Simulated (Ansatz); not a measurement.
Run report: Ga₄AsP₃, geometry relaxation (part 1 of 2)

Ga₄AsP₃ (Cm, 8 atoms in the cell), computed with DFT, PBE, plane waves, PAW, no spin polarisation (Ansatz 0.2.0).

The structure was built on a prototype by a generator; it need not be a known phase.

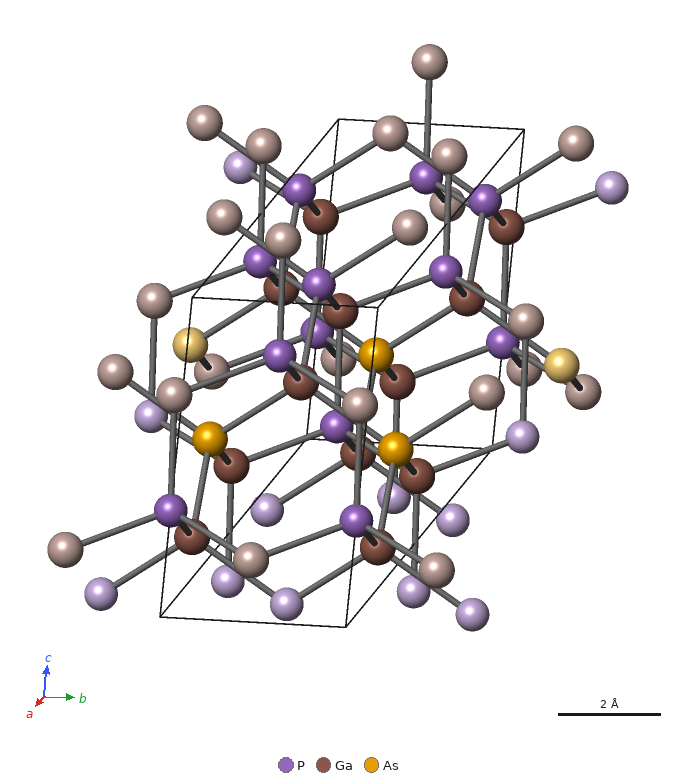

Fig. 1: The starting structure (ball-and-stick view of the cell 2 times as large as that of the calculation, set on its symmetry axes, seen slightly off an axis; neighbours outside the cell are drawn fainter). An atom can appear more than once, as a periodic image. Near neighbours in the periodic cell (some may lie outside the picture): P has 4 Ga at 2.29 Å; Ga has 1 As at 2.29 Å and 3 P at 2.29 Å; Ga has 4 P at 2.29 Å; As has 4 Ga at 2.29 Å; Ga has 2 As at 2.29 Å and 2 P at 2.29 Å.

Input file:
```yaml
crystal:
  lattice:
    - [6.9003014889, -1.8665315964, 0.0]
    - [6.9003014889, 1.8665315964, 0.0]
    - [-3.0293808519, 0.0, 5.7122792351]
  atoms:
    - { symbol: P, position: [1.0, 1.0, 0.6666666667] }
    - { symbol: P, position: [0.75, 0.75, 0.0833333333] }
    - { symbol: Ga, position: [0.1875, 0.1875, 0.8541666667] }
    - { symbol: Ga, position: [0.9375, 0.9375, 0.2708333333] }
    - { symbol: P, position: [0.5, 0.5, 0.1666666667] }
    - { symbol: As, position: [0.25, 0.25, 0.5833333333] }
    - { symbol: Ga, position: [0.6875, 0.6875, 0.3541666667] }
    - { symbol: Ga, position: [0.4375, 0.4375, 0.7708333333] }
kpoints:
  mp_grid: { grid: [6, 6, 4] }
hamiltonian:
  xc: pbe
scf:
  occupations: { method: fermi_dirac, width: 0.02 }
relax:
  f_tol: 0.005
  cell: {}
```

Machine: 4 threads of Arm Neoverse V1, 24 GiB of memory available, shared host.

Launch command:
```bash
ansatz run input.yaml --threads 4 --pin off --max-ram 6451MiB --backend cpu --events-out ev --progress --plain --runs-dir out
```

Log:
```
Engine: ansatz 0.2.0, aarch64-unknown-linux-gnu
Pseudopotentials: kind: paw
Pseudopotential: P, paw, valence charge 5, recommended cutoff 420 eV (normal), P.paw.azcp
Pseudopotential: Ga, paw, valence charge 13, recommended cutoff 420 eV (normal), Ga.paw.azcp
Pseudopotential: As, paw, valence charge 15, recommended cutoff 420 eV (normal), As.paw.azcp
Functional definition: PBE
  parameter kappa = 0.804
  parameter beta = 0.06672455060314922
  exchange = pbe_x(kappa = kappa, mu = beta*pi^2/3)
  correlation = pbe_c(beta = beta)
Crystal: 8 atoms, lattice volume = 147.144 Å³
Basis set: ecut = 420 eV, 2889 PW (Γ), exchange–correlation on 96×96×90 points (8 copies of the dense FFT grid, shifted against one another)
Bands: 50, of which v1, the nominal top of the filled ones, is band 41 counted from 1 (40 counted from 0)
Symmetry: 2 space group operations
Space group: Cm (ITA 8), of the structure as read, at distance tolerance 5.3e-5 Å
k-points: 47 of 144 (time reversal used)
Non-local potential: P, projectors of the file, l = 0: 2, l = 1: 2, l = 2: 2
Non-local potential: Ga, projectors of the file, l = 0: 2, l = 1: 2, l = 2: 3, l = 3: 1
Non-local potential: As, projectors of the file, l = 0: 2, l = 1: 2, l = 2: 3, l = 3: 1
PAW form: soft (Blöchl's): semilocal exchange-correlation on the pseudo side does not see the compensation charge
PAW one-centre angular grid: P, 110 points (default); XC on 64 Gauss nodes
PAW one-centre angular grid: Ga, 590 points (default); XC on 64 Gauss nodes
PAW one-centre angular grid: As, 590 points (default); XC on 64 Gauss nodes
Initial density: superposition of atomic densities (neutral atoms: chi_scale 0, normalization atom), corrected by the library's trained network
Initial wavefunctions: pseudopotential atomic-orbital guess
Functional: x = pbe(κ = 0.804, μ = 0.2195149727645171), c = pbe(β = 0.06672455060314922)
SCF iter   1: F=—  HF=-22257.201093 eV  |F-HF|=—  |Δ(HF+E_count)|=         —  Δρ=1.31e-3  dr2=3.56e-3  ethr=1.77e-3  ⟨swp⟩=7.9  Hψ=10898  notcnv=0  defer=2
preconditioner: auto → Resta (q_TF=auto, 2.475 Å⁻¹)  ε∞=4.2  [insulator: Δε(μ)=1.233 eV  Ē_g=14.556 eV  σ=0.020 eV  W_gap=1.00  n_scr=38 (ndim 8)  ℏωp=26.0 eV  f_vac=0.020  D(μ)=0.00/eV (n_scr^D=0)  ε∞_Penn≈4.2]
SCF iter   2: F=—  HF=-22257.197920 eV  |F-HF|=—  |Δ(HF+E_count)|=   3.17e-3  Δρ=6.83e-4  dr2=7.86e-4  ethr=4.34e-6  ⟨swp⟩=3.0  Hψ=3952  notcnv=0  defer=159
SCF iter   3: F=—  HF=-22257.197935 eV  |F-HF|=—  |Δ(HF+E_count)|=   1.42e-5  Δρ=1.70e-4  dr2=3.94e-5  ethr=9.58e-7  ⟨swp⟩=3.0  Hψ=4167  notcnv=0  defer=159
SCF iter   4: F=—  HF=-22257.197932 eV  |F-HF|=—  |Δ(HF+E_count)|=   2.56e-6  Δρ=7.95e-5  dr2=1.09e-5  ethr=4.81e-8  ⟨swp⟩=2.0  Hψ=4118  notcnv=0  defer=159
SCF iter   5: F=—  HF=-22257.197936 eV  |F-HF|=—  |Δ(HF+E_count)|=   3.65e-6  Δρ=3.10e-5  dr2=2.10e-6  ethr=1.33e-8  ⟨swp⟩=2.0  Hψ=3883  notcnv=0  defer=159
SCF iter   6: F=—  HF=-22257.197938 eV  |F-HF|=—  |Δ(HF+E_count)|=   1.98e-6  Δρ=8.90e-6  dr2=1.92e-7  ethr=2.56e-9  ⟨swp⟩=2.0  Hψ=4121  notcnv=0  defer=159
SCF iter   7: F=-22257.197938 eV  HF=-22257.197938 eV  |F-HF|=3.17e-8  |Δ(HF+E_count)|=   4.64e-8  Δρ=4.01e-6  dr2=2.62e-8  ethr=1.22e-10  ⟨swp⟩=5.0  Hψ=8752  notcnv=0
SCF 1 converged in 7 iterations: F = -22257.197938 eV  dr2 = 2.62e-8
  greatest PAW one-centre occupation: 0.999 electrons in one spin orbital (limit 2), on the As atom at site 5 (counted from 0), in its partial waves of l = 2
relax step   1: F+E_penalty+E_count = -22257.19793769 eV  Δ(F+E_penalty+E_count) = +0.000e0 eV  max|allowed force component| = 1.055e0 eV/Å  Δτ_max = 0.0000 Å  P = +16.494 GPa  Ω = 147.144 Å³  (7 SCF iters, dr2 threshold 1.00e-7 eV, accepted)
Crystal: 8 atoms, lattice volume = 163.890 Å³
Basis set: ecut = 420 eV, 3213 PW (Γ), exchange–correlation on 96×96×90 points (8 copies of the dense FFT grid, shifted against one another)
Initial density: handed on by an earlier stage of this run
Initial wavefunctions: those handed on with the density
iter 1 solved again at ethr=1.10e-4 eV; its pass at ethr=3.10e-3 eV (dr2=9.03e-2 eV) is discarded
SCF iter   1: F=—  HF=-22258.288724 eV  |F-HF|=—  |Δ(HF+E_count)|=         —  Δρ=7.02e-3  dr2=9.13e-2  ethr=1.10e-4  ⟨swp⟩=2.7  Hψ=14126  notcnv=0
preconditioner: auto → Resta (q_TF=auto, 2.431 Å⁻¹)  ε∞=4.0  [insulator: Δε(μ)=1.243 eV  Ē_g=14.147 eV  σ=0.020 eV  W_gap=1.00  n_scr=38 (ndim 8)  ℏωp=24.6 eV  f_vac=0.046  D(μ)=0.00/eV (n_scr^D=0)  ε∞_Penn≈4.0]
SCF iter   2: F=—  HF=-22258.275475 eV  |F-HF|=—  |Δ(HF+E_count)|=   1.32e-2  Δρ=3.89e-3  dr2=2.80e-2  ethr=1.10e-4  ⟨swp⟩=2.6  Hψ=3136  notcnv=0
SCF iter   3: F=—  HF=-22258.276458 eV  |F-HF|=—  |Δ(HF+E_count)|=   9.83e-4  Δρ=9.58e-4  dr2=1.73e-3  ethr=3.41e-5  ⟨swp⟩=3.2  Hψ=4012  notcnv=0
SCF iter   4: F=—  HF=-22258.276962 eV  |F-HF|=—  |Δ(HF+E_count)|=   5.05e-4  Δρ=5.85e-4  dr2=6.31e-4  ethr=2.11e-6  ⟨swp⟩=2.0  Hψ=4700  notcnv=0
SCF iter   5: F=—  HF=-22258.277116 eV  |F-HF|=—  |Δ(HF+E_count)|=   1.54e-4  Δρ=1.81e-4  dr2=8.26e-5  ethr=7.70e-7  ⟨swp⟩=2.0  Hψ=4043  notcnv=0
SCF iter   6: F=—  HF=-22258.277248 eV  |F-HF|=—  |Δ(HF+E_count)|=   1.32e-4  Δρ=5.18e-5  dr2=6.62e-6  ethr=1.01e-7  ⟨swp⟩=2.0  Hψ=4277  notcnv=0
SCF iter   7: F=—  HF=-22258.277257 eV  |F-HF|=—  |Δ(HF+E_count)|=   8.40e-6  Δρ=2.57e-5  dr2=9.47e-7  ethr=8.07e-9  ⟨swp⟩=2.2  Hψ=4298  notcnv=0
SCF iter   8: F=-22258.277259 eV  HF=-22258.277259 eV  |F-HF|=1.39e-7  |Δ(HF+E_count)|=   2.14e-6  Δρ=5.99e-6  dr2=7.72e-8  ethr=9.76e-10  ⟨swp⟩=5.0  Hψ=8728  notcnv=0
SCF 2 converged in 8 iterations: F = -22258.277259 eV  dr2 = 7.72e-8
relax step   2: F+E_penalty+E_count = -22258.27725905 eV  Δ(F+E_penalty+E_count) = -1.079e0 eV  max|allowed force component| = 1.382e-1 eV/Å  Δτ_max = 0.0627 Å  P = +3.974 GPa  Ω = 163.890 Å³  energy of the carried Pulay correction = -5.079e-3 eV  (8 SCF iters, dr2 threshold 8.00e-7 eV, accepted)
Crystal: 8 atoms, lattice volume = 174.680 Å³
Basis set: ecut = 420 eV, 3457 PW (Γ), exchange–correlation on 96×96×90 points (8 copies of the dense FFT grid, shifted against one another)
iter 1 solved again at ethr=2.81e-5 eV; its pass at ethr=3.10e-3 eV (dr2=2.30e-2 eV) is discarded
SCF iter   1: F=—  HF=-22258.364232 eV  |F-HF|=—  |Δ(HF+E_count)|=         —  Δρ=3.35e-3  dr2=2.35e-2  ethr=2.81e-5  ⟨swp⟩=3.3  Hψ=13962  notcnv=0
preconditioner: auto → Resta (q_TF=auto, 2.405 Å⁻¹)  ε∞=3.9  [insulator: Δε(μ)=0.968 eV  Ē_g=13.889 eV  σ=0.020 eV  W_gap=1.00  n_scr=38 (ndim 8)  ℏωp=23.8 eV  f_vac=0.049  D(μ)=0.00/eV (n_scr^D=0)  ε∞_Penn≈3.9]
SCF iter   2: F=—  HF=-22258.360801 eV  |F-HF|=—  |Δ(HF+E_count)|=   3.43e-3  Δρ=1.91e-3  dr2=7.88e-3  ethr=2.81e-5  ⟨swp⟩=2.0  Hψ=2951  notcnv=0
SCF iter   3: F=—  HF=-22258.361107 eV  |F-HF|=—  |Δ(HF+E_count)|=   3.06e-4  Δρ=4.06e-4  dr2=3.88e-4  ethr=9.60e-6  ⟨swp⟩=2.0  Hψ=3525  notcnv=0
SCF iter   4: F=—  HF=-22258.361498 eV  |F-HF|=—  |Δ(HF+E_count)|=   3.90e-4  Δρ=2.51e-4  dr2=1.04e-4  ethr=4.73e-7  ⟨swp⟩=2.0  Hψ=4060  notcnv=0
SCF iter   5: F=—  HF=-22258.361472 eV  |F-HF|=—  |Δ(HF+E_count)|=   2.61e-5  Δρ=9.57e-5  dr2=2.34e-5  ethr=1.27e-7  ⟨swp⟩=3.1  Hψ=4972  notcnv=0
SCF iter   6: F=—  HF=-22258.361495 eV  |F-HF|=—  |Δ(HF+E_count)|=   2.35e-5  Δρ=4.51e-5  dr2=5.05e-6  ethr=2.86e-8  ⟨swp⟩=2.0  Hψ=4042  notcnv=0
SCF iter   7: F=-22258.361497 eV  HF=-22258.361497 eV  |F-HF|=1.60e-7  |Δ(HF+E_count)|=   1.76e-6  Δρ=1.17e-5  dr2=3.30e-7  ethr=9.76e-10  ⟨swp⟩=3.7  Hψ=11495  notcnv=0
SCF 3 converged in 7 iterations: F = -22258.361497 eV  dr2 = 3.30e-7
relax step   3: F+E_penalty+E_count = -22258.36149696 eV  Δ(F+E_penalty+E_count) = -8.424e-2 eV  max|allowed force component| = 1.977e-1 eV/Å  Δτ_max = 0.0219 Å  P = -1.047 GPa  Ω = 174.680 Å³  energy of the carried Pulay correction = -8.074e-3 eV  (7 SCF iters, dr2 threshold 8.00e-7 eV, accepted)
Crystal: 8 atoms, lattice volume = 172.280 Å³
Basis set: ecut = 420 eV, 3393 PW (Γ), exchange–correlation on 96×96×90 points (8 copies of the dense FFT grid, shifted against one another)
iter 1 solved again at ethr=2.29e-6 eV; its pass at ethr=3.10e-3 eV (dr2=1.88e-3 eV) is discarded
SCF iter   1: F=—  HF=-22258.376276 eV  |F-HF|=—  |Δ(HF+E_count)|=         —  Δρ=1.33e-3  dr2=2.08e-3  ethr=2.29e-6  ⟨swp⟩=3.4  Hψ=15050  notcnv=0
preconditioner: auto → Resta (q_TF=auto, 2.411 Å⁻¹)  ε∞=4.0  [insulator: Δε(μ)=1.045 eV  Ē_g=13.935 eV  σ=0.020 eV  W_gap=1.00  n_scr=38 (ndim 8)  ℏωp=24.0 eV  f_vac=0.035  D(μ)=0.00/eV (n_scr^D=0)  ε∞_Penn≈4.0]
SCF iter   2: F=—  HF=-22258.375938 eV  |F-HF|=—  |Δ(HF+E_count)|=   3.39e-4  Δρ=7.07e-4  dr2=6.37e-4  ethr=2.29e-6  ⟨swp⟩=1.5  Hψ=2462  notcnv=0
SCF iter   3: F=—  HF=-22258.375887 eV  |F-HF|=—  |Δ(HF+E_count)|=   5.13e-5  Δρ=1.22e-4  dr2=3.12e-5  ethr=7.76e-7  ⟨swp⟩=2.8  Hψ=3889  notcnv=0
SCF iter   4: F=—  HF=-22258.375898 eV  |F-HF|=—  |Δ(HF+E_count)|=   1.11e-5  Δρ=8.25e-5  dr2=1.01e-5  ethr=3.81e-8  ⟨swp⟩=2.0  Hψ=4277  notcnv=0
SCF iter   5: F=—  HF=-22258.375894 eV  |F-HF|=—  |Δ(HF+E_count)|=   3.99e-6  Δρ=2.32e-5  dr2=1.37e-6  ethr=1.24e-8  ⟨swp⟩=2.0  Hψ=4041  notcnv=0
SCF iter   6: F=-22258.375896 eV  HF=-22258.375895 eV  |F-HF|=6.51e-8  |Δ(HF+E_count)|=   1.84e-6  Δρ=9.05e-6  dr2=1.75e-7  ethr=9.76e-10  ⟨swp⟩=5.0  Hψ=8962  notcnv=0
SCF 4 converged in 6 iterations: F = -22258.375896 eV  dr2 = 1.75e-7
relax step   4: F+E_penalty+E_count = -22258.37589554 eV  Δ(F+E_penalty+E_count) = -1.440e-2 eV  max|allowed force component| = 2.107e-2 eV/Å  Δτ_max = 0.0187 Å  P = -0.086 GPa  Ω = 172.280 Å³  energy of the carried Pulay correction = -7.425e-3 eV  (6 SCF iters, dr2 threshold 8.00e-7 eV, accepted)
Crystal: 8 atoms, lattice volume = 172.042 Å³
Basis set: ecut = 420 eV, 3373 PW (Γ), exchange–correlation on 96×96×90 points (8 copies of the dense FFT grid, shifted against one another)
iter 1 solved again at ethr=4.67e-8 eV; its pass at ethr=3.10e-3 eV (dr2=3.83e-5 eV) is discarded
SCF iter   1: F=—  HF=-22258.376138 eV  |F-HF|=—  |Δ(HF+E_count)|=         —  Δρ=1.94e-4  dr2=3.81e-5  ethr=4.67e-8  ⟨swp⟩=3.1  Hψ=12819  notcnv=0
preconditioner: auto → Resta (q_TF=auto, 2.411 Å⁻¹)  ε∞=4.0  [insulator: Δε(μ)=1.034 eV  Ē_g=13.938 eV  σ=0.020 eV  W_gap=1.00  n_scr=38 (ndim 8)  ℏωp=24.0 eV  f_vac=0.036  D(μ)=0.00/eV (n_scr^D=0)  ε∞_Penn≈4.0]
SCF iter   2: F=—  HF=-22258.376131 eV  |F-HF|=—  |Δ(HF+E_count)|=   6.86e-6  Δρ=1.00e-4  dr2=1.06e-5  ethr=4.65e-8  ⟨swp⟩=1.9  Hψ=2735  notcnv=0
SCF iter   3: F=—  HF=-22258.376131 eV  |F-HF|=—  |Δ(HF+E_count)|=   1.68e-7  Δρ=1.61e-5  dr2=5.90e-7  ethr=1.29e-8  ⟨swp⟩=2.1  Hψ=3995  notcnv=0
SCF iter   4: F=—  HF=-22258.376131 eV  |F-HF|=—  |Δ(HF+E_count)|=   1.48e-7  Δρ=8.98e-6  dr2=1.44e-7  ethr=7.20e-10  ⟨swp⟩=2.0  Hψ=4277  notcnv=0
SCF iter   5: F=-22258.376131 eV  HF=-22258.376131 eV  |F-HF|=2.78e-8  |Δ(HF+E_count)|=   2.46e-8  Δρ=3.22e-6  dr2=1.98e-8  ethr=7.96e-11  ⟨swp⟩=5.0  Hψ=10011  notcnv=0
SCF 5 converged in 5 iterations: F = -22258.376131 eV  dr2 = 1.98e-8
relax step   5: F+E_penalty+E_count = -22258.37613075 eV  Δ(F+E_penalty+E_count) = -2.352e-4 eV  max|allowed force component| = 5.606e-3 eV/Å  Δτ_max = 0.0020 Å  P = +0.016 GPa  Ω = 172.042 Å³  energy of the carried Pulay correction = -7.360e-3 eV  (5 SCF iters, dr2 threshold 6.53e-8 eV, accepted)
Crystal: 8 atoms, lattice volume = 172.081 Å³
Basis set: ecut = 420 eV, 3381 PW (Γ), exchange–correlation on 96×96×90 points (8 copies of the dense FFT grid, shifted against one another)
iter 1 solved again at ethr=3.11e-9 eV; its pass at ethr=3.10e-3 eV (dr2=2.55e-6 eV) is discarded
SCF iter   1: F=—  HF=-22258.376133 eV  |F-HF|=—  |Δ(HF+E_count)|=         —  Δρ=5.84e-5  dr2=2.70e-6  ethr=3.11e-9  ⟨swp⟩=3.0  Hψ=12477  notcnv=0
preconditioner: auto → Resta (q_TF=auto, 2.411 Å⁻¹)  ε∞=4.0  [insulator: Δε(μ)=1.035 eV  Ē_g=13.938 eV  σ=0.020 eV  W_gap=1.00  n_scr=38 (ndim 8)  ℏωp=24.0 eV  f_vac=0.037  D(μ)=0.00/eV (n_scr^D=0)  ε∞_Penn≈4.0]
SCF iter   2: F=—  HF=-22258.376131 eV  |F-HF|=—  |Δ(HF+E_count)|=   1.83e-6  Δρ=2.98e-5  dr2=7.04e-7  ethr=3.11e-9  ⟨swp⟩=2.0  Hψ=3302  notcnv=0
SCF iter   3: F=—  HF=-22258.376131 eV  |F-HF|=—  |Δ(HF+E_count)|=   5.84e-8  Δρ=3.40e-6  dr2=2.13e-8  ethr=8.58e-10  ⟨swp⟩=2.8  Hψ=4334  notcnv=0
SCF iter   4: F=—  HF=-22258.376131 eV  |F-HF|=—  |Δ(HF+E_count)|=  8.29e-10  Δρ=1.69e-6  dr2=4.63e-9  ethr=2.40e-12  ⟨swp⟩=6.0  Hψ=10755  notcnv=0
SCF iter   5: F=-22258.376131 eV  HF=-22258.376131 eV  |F-HF|=1.38e-10  |Δ(HF+E_count)|=   2.92e-9  Δρ=5.31e-7  dr2=4.71e-10  ethr=2.40e-12  ⟨swp⟩=5.0  Hψ=10008  notcnv=0
SCF 6 converged in 5 iterations: F = -22258.376131 eV  dr2 = 4.71e-10
relax step   6: F+E_penalty+E_count = -22258.37613089 eV  Δ(F+E_penalty+E_count) = -1.360e-7 eV  max|allowed force component| = 2.095e-3 eV/Å  Δτ_max = 0.0007 Å  P = -0.002 GPa  Ω = 172.081 Å³  energy of the carried Pulay correction = -7.371e-3 eV  (5 SCF iters, dr2 threshold 1.96e-9 eV, accepted)
Basis set: ecut = 420 eV, 3381 PW (Γ), exchange–correlation on 108×108×96 points (8 copies of the dense FFT grid, shifted against one another)
Initial wavefunctions: pseudopotential atomic-orbital guess (no wavefunctions were taken with the density)
iter 1 solved again at ethr=8.08e-7 eV; its pass at ethr=3.10e-3 eV (dr2=6.63e-4 eV) is discarded
SCF iter   1: F=—  HF=-22258.347188 eV  |F-HF|=—  |Δ(HF+E_count)|=         —  Δρ=1.27e-3  dr2=9.13e-5  ethr=8.08e-7  ⟨swp⟩=3.3  Hψ=15521  notcnv=0
preconditioner: auto → Resta (q_TF=auto, 2.411 Å⁻¹)  ε∞=4.0  [insulator: Δε(μ)=1.038 eV  Ē_g=13.941 eV  σ=0.020 eV  W_gap=1.00  n_scr=38 (ndim 8)  ℏωp=24.0 eV  f_vac=0.037  D(μ)=0.00/eV (n_scr^D=0)  ε∞_Penn≈4.0]
SCF iter   2: F=—  HF=-22258.377281 eV  |F-HF|=—  |Δ(HF+E_count)|=   3.01e-2  Δρ=6.42e-4  dr2=1.90e-5  ethr=1.11e-7  ⟨swp⟩=2.0  Hψ=3428  notcnv=0
SCF iter   3: F=—  HF=-22258.387598 eV  |F-HF|=—  |Δ(HF+E_count)|=   1.03e-2  Δρ=9.90e-5  dr2=1.12e-6  ethr=2.32e-8  ⟨swp⟩=2.6  Hψ=3269  notcnv=0
SCF iter   4: F=—  HF=-22258.387856 eV  |F-HF|=—  |Δ(HF+E_count)|=   2.57e-4  Δρ=1.57e-5  dr2=2.66e-7  ethr=1.37e-9  ⟨swp⟩=2.1  Hψ=4283  notcnv=0
SCF iter   5: F=—  HF=-22258.387857 eV  |F-HF|=—  |Δ(HF+E_count)|=   9.15e-7  Δρ=5.21e-6  dr2=7.16e-8  ethr=3.24e-10  ⟨swp⟩=2.0  Hψ=4051  notcnv=0
SCF iter   6: F=—  HF=-22258.387857 eV  |F-HF|=—  |Δ(HF+E_count)|=   2.25e-7  Δρ=1.94e-6  dr2=1.15e-8  ethr=8.74e-11  ⟨swp⟩=2.0  Hψ=3153  notcnv=0
SCF iter   7: F=—  HF=-22258.387857 eV  |F-HF|=—  |Δ(HF+E_count)|=   3.17e-8  Δρ=4.73e-7  dr2=6.33e-10  ethr=1.40e-11  ⟨swp⟩=2.0  Hψ=4295  notcnv=0
SCF iter   8: F=-22258.387857 eV  HF=-22258.387857 eV  |F-HF|=2.98e-10  |Δ(HF+E_count)|=   1.03e-9  Δρ=2.38e-7  dr2=6.07e-11  ethr=1.00e-12  ⟨swp⟩=4.0  Hψ=11173  notcnv=0
SCF 7 converged in 8 iterations: F = -22258.387857 eV  dr2 = 6.07e-11
relax step   7: F+E_penalty+E_count = -22258.38785680 eV  Δ(F+E_penalty+E_count) = -1.173e-2 eV  max|allowed force component| = 1.650e-3 eV/Å  Δτ_max = 0.0000 Å  P = +0.079 GPa  Ω = 172.081 Å³  stress off target by 8.47e-2 GPa  SCF on the basis re-selected at this cell (its energy is not comparable with the rows above)  (8 SCF iters)
basis re-selected at this cell: Δ(F+E_penalty+E_count) = -1.173e-2 eV, ΔP = +0.081 GPa vs the last step (what re-selecting the basis moved, of the pressure what is left beyond the Pulay correction that the steps carried, after the strain that the cell walked since its last selection, with what the two solves' SCF thresholds leave and, on support functions, any second-order correction that the steps lacked; it is no measure of the basis error at this ecutwfc). The dense FFT grid was sized anew with the basis: this SCF ran on 54×54×48 points, the steps before it on 48×48×45, so part of this shift can come from that change (see relax.cell in the input reference). This SCF's stress stands 8.47e-2 GPa from its target on what of the cell is left free (relax.cell.stress_tol is 5.00e-2 GPa) and its largest allowed force component is 1.65e-3 eV/Å (relax.f_tol is 5.00e-3 eV/Å): not within both, so this SCF does not close the relaxation
```
